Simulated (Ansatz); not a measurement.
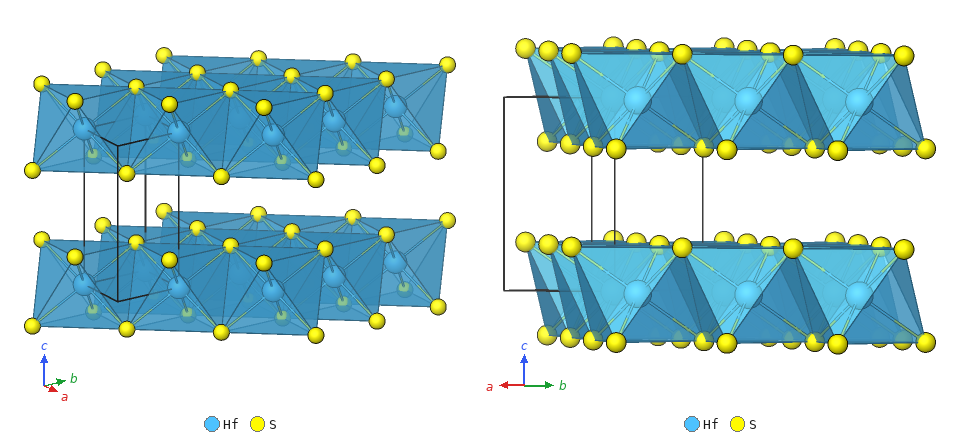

Polyhedra are drawn about Hf (bonds: Hf–S below 2.8 Å); other atoms are plain spheres. Two views of the same piece.

HfS₂ (space group P-3m1, No. 164): the geometry relaxed with DFT PBEsol, scalar-relativistic, plane waves, PAW in Ansatz.

Sharing among the drawn polyhedra:

| site | polyhedron | corner-sharing neighbours | edge-sharing | face-sharing | bond (Å) |
| --- | --- | --- | --- | --- | --- |
| Hf | HfS6 octahedron | 0 | 6 | 0 | 2.53 |

They form layers of edge-sharing octahedra parallel to (001).
